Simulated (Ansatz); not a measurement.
# Calculations on TaN

**1. One mode**

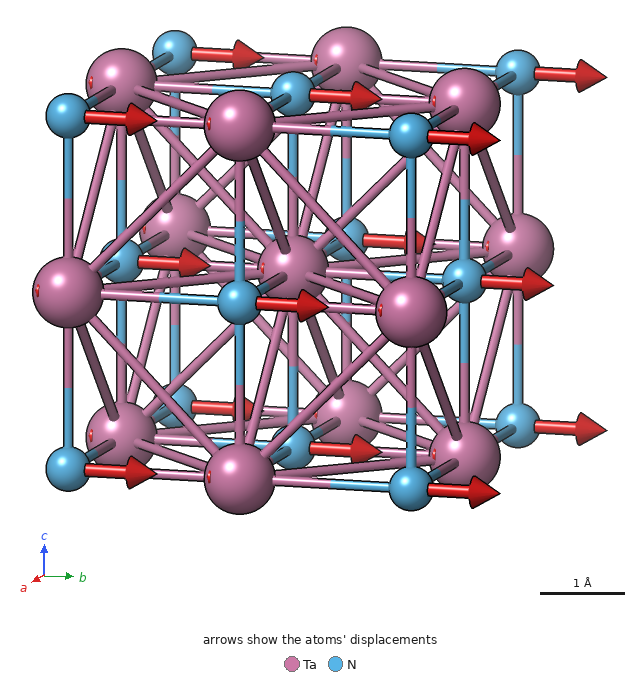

One vibrational mode of crystalline TaN relaxed at 20 GPa at the zone centre. The red arrows are the displacements of the atoms (eigenvector over the root of the mass), of arbitrary overall length and sign. A ball-and-stick model of the conventional cell (4 times the calculation's cell), seen slightly off an axis. Lengths and directions refer to the drawn axes.

These are results of DFT LDA, scalar-relativistic, plane waves, PAW (Ansatz 0.2.0), not measurements.

Input file:
```yaml
crystal:
  lattice:
    - [0.0, 2.1401714749, 2.1401714749]
    - [2.1401714749, 0.0, 2.1401714749]
    - [2.1401714749, 2.1401714749, 0.0]
  atoms:
    - { symbol: Ta, position: [0.5, 0.5, 0.5] }
    - { symbol: "N", position: [0.0, 0.0, 0.0] }
basis:
  ecutwfc: 420
kpoints:
  mp_grid: { grid: [16, 16, 16] }
hamiltonian:
  xc: lda
scf:
  occupations: { method: fermi_dirac, width: 0.15 }
output:
  eigenvalues: true
phonons:
  method: dfpt
  eigenvectors: true
```

Launched with:
```bash
ansatz run input.yaml --threads 1 --pin off --max-ram 3072MiB --backend cpu --events-out ev --progress --plain --runs-dir out
```

The frequencies depend somewhat on the k-mesh and the smearing.

> Give the symmetry, activity and frequency of this mode.

This is the T₁u mode (triply degenerate; one member of the set is drawn) at 485 cm⁻¹, the only optical level, infrared-active by symmetry. The N sublattice moves against the Ta sublattice, along b; it stretches the shortest N–Ta bonds (2.14 Å); the kinetic energy is shared as N 93 %, Ta 7 %. The crystal is a metal, so free carriers screen the infrared response.

**2. One mode**

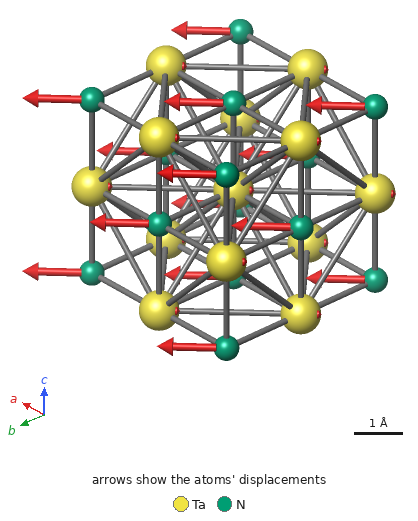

One vibrational mode of a crystal of TaN relaxed at 25 GPa at the zone centre. The red arrows give the relative displacements of the atoms. Style: ball-and-stick. Shown: the conventional cell (4 times the calculation's cell), from a free direction. Lengths and directions refer to the drawn axes.

Theory: Ansatz 0.2.0, DFT LDA, scalar-relativistic, plane waves, PAW. (plane-wave cutoff 420 eV; k-point mesh 16 × 16 × 16; occupations fermi dirac; smearing width 0.15 eV; target pressure 25 GPa; no spin polarisation)

The frequencies depend somewhat on the k-mesh and the smearing.

Question: Describe the mode and give its frequency.

Answer: This is the T₁u mode (triply degenerate; one member of the set is drawn) at 15.0 THz, the only optical level, infrared-active by symmetry. The N sublattice moves against the Ta sublattice, along [1 1 0]; the kinetic energy is shared as N 93 %, Ta 7 %. The crystal is a metal, so free carriers screen the infrared response.

**3. Softest mode**

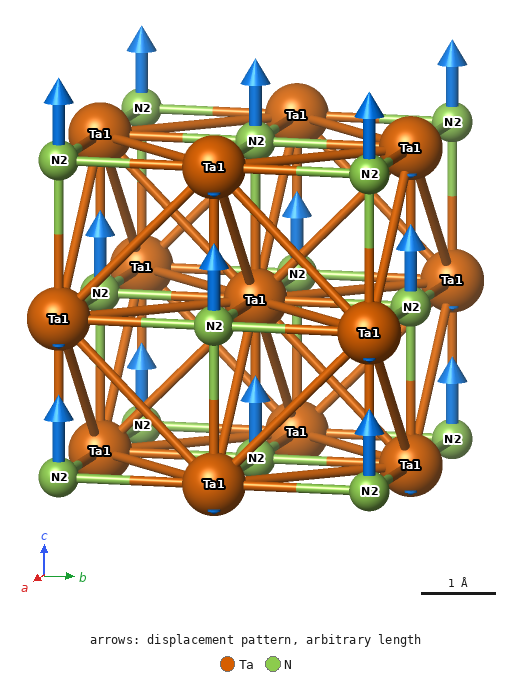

The lowest optical mode of crystalline TaN relaxed at −1 GPa, space group Fm-3m (No. 225), at the zone centre. The blue arrows give the relative displacements of the atoms. The picture is a ball-and-stick view of the conventional cell (4 times the calculation's cell), seen slightly off an axis. Lengths and directions refer to the drawn axes.

These are results of DFT LDA, scalar-relativistic, plane waves, PAW (Ansatz), not measurements. Settings: plane-wave cutoff 420 eV; k-point mesh 16 × 16 × 16; occupations fermi dirac; smearing width 0.15 eV; target pressure -1 GPa; no spin polarisation.

The frequencies depend somewhat on the k-mesh and the smearing.

Is this crystal at a minimum with respect to the drawn distortion?

Yes: this softest mode has a real frequency, and so have all others here. That speaks for this wave vector alone: the rest of the zone wasn't checked in this run. This is the T₁u mode (triply degenerate; one member of the set is drawn) at 420 cm⁻¹, the only optical level, infrared-active by symmetry. The N sublattice moves against the Ta sublattice, along c; it stretches the shortest N–Ta bonds (2.18 Å); the kinetic energy is shared as N 93 %, Ta 7 %. The crystal is a metal, so free carriers screen the infrared response.
